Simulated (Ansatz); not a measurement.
System: a (110) slab cut from PbS (Fm-3m), ended by PbS planes, 10 atoms in the cell.

```cif
data_structure
_symmetry_space_group_name_H-M 'P 1'
_symmetry_Int_Tables_number 1
_cell_length_a 4.1744
_cell_length_b 5.9035
_cell_length_c 23.3488
_cell_angle_alpha 90.000
_cell_angle_beta 90.000
_cell_angle_gamma 90.000
_cell_volume 575.39
loop_
_atom_site_label
_atom_site_type_symbol
_atom_site_fract_x
_atom_site_fract_y
_atom_site_fract_z
_atom_site_occupancy
Pb1 Pb 0.50000 0.00000 0.32122 1
S1 S 0.50000 0.50000 0.32122 1
Pb2 Pb 0.00000 0.50000 0.41061 1
S2 S 0.00000 0.00000 0.41061 1
Pb3 Pb 0.50000 0.00000 0.50000 1
S3 S 0.50000 0.50000 0.50000 1
Pb4 Pb 0.00000 0.50000 0.58939 1
S4 S 0.00000 0.00000 0.58939 1
Pb5 Pb 0.50000 0.00000 0.67878 1
S5 S 0.50000 0.50000 0.67878 1
```

Method: DFT PBEsol, scalar-relativistic, plane waves, PAW, no spin polarisation, one k point, Γ, Gaussian smearing of 0.05 eV (Ansatz 0.2.0).

What does the potential across the slab give for the band edges against vacuum?

From the vacuum level at the right face the ionisation potential is 5.30 eV and the electron affinity 3.34 eV; the left face gives the same. The slab's gap, their difference before rounding, is 1.97 eV. The two vacuum levels agree, so the slab has no net dipole along its normal. The outermost atoms are 8.3 Å apart, which leaves 15.0 Å of vacuum in a cell 23.3 Å high.

The atoms aren't at rest in this cell (largest force 0.7 eV/Å), so the relaxed material can differ. Spin-orbit coupling is left out, which matters for Pb.

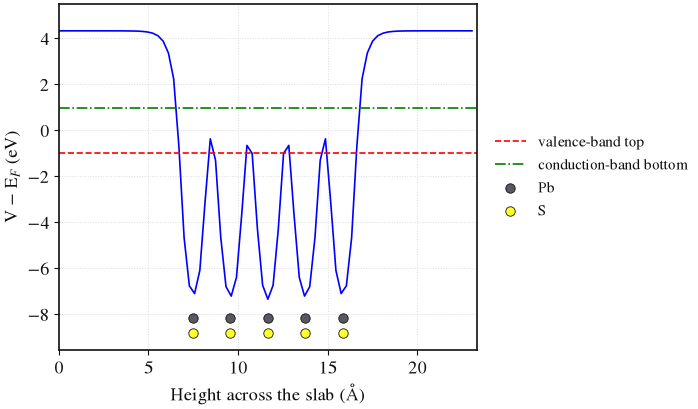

Plane-averaged electrostatic potential energy of an electron across the slab; circles at the bottom mark the heights of the atoms.
